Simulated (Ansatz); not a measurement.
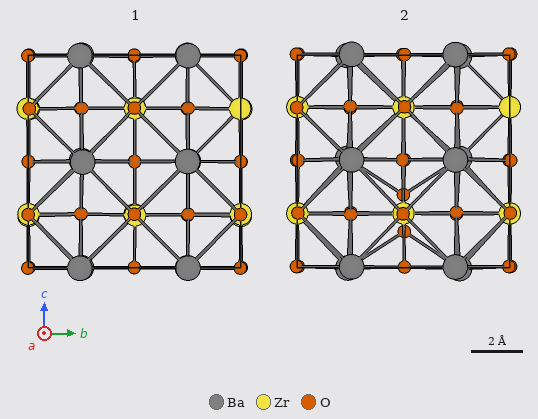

Two geometries of a defect cell of composition Ba8Zr8O25, drawn at one scale. One is the start of a relaxation, the other its converged end. The picture is a ball-and-stick view of the cell of the calculation (origin shifted), seen along the a axis.

Level of theory: Ansatz 0.2.0, DFT, PBEsol, PAW, plane waves. Set-up: plane-wave cutoff 420 eV; k-point mesh 1 × 1 × 1; mesh shifted by (0.25, 0.25, 0.25); no spin polarisation; atoms relaxed in a fixed cell; force threshold 0.03 eV/Å; at most 80 steps.

Q: Which geometry has the lower energy?

A: Structure 2 is the relaxed one. Over 15 accepted moves (18 points after the start) the energy falls by 5.328 eV per cell of the calculation. The largest force component goes from 5.3 to 0.014 eV/Å. The line search rejected the trial step at point 15 of the run. 2 steps only repeated the SCF at the same geometry. The largest move is that of an O atom, 1.31 Å along −c. By element the largest moves are O 1.31 Å, Ba 0.14 Å, Zr 0.10 Å. The cell stays as it was. Some distances before and after: O–Zr 3.007 → 2.244 Å, O–Zr 2.949 → 2.240 Å, O–O 2.114 → 1.447 Å, Ba–O 2.996 → 3.642 Å. New bonds form: O–Zr (2.95 → 2.24 Å), O–Zr (3.01 → 2.24 Å). Bond angles that change, for instance: Ba–O–Ba 179.0° → 114.0°, Zr–O–Zr 179.7° → 142.7°, O–Zr–O 88.6° → 113.4°. The run may lie on a higher electronic state than the lowest, so the end point isn't shown to be the ground-state structure. Cost: 3.1 min on 8 threads of Arm Neoverse-N1, peak memory 1.2 GiB.

Limits of the set-up: the periodic images lie only 8.4 Å apart, so the values are limited by the cell's size.
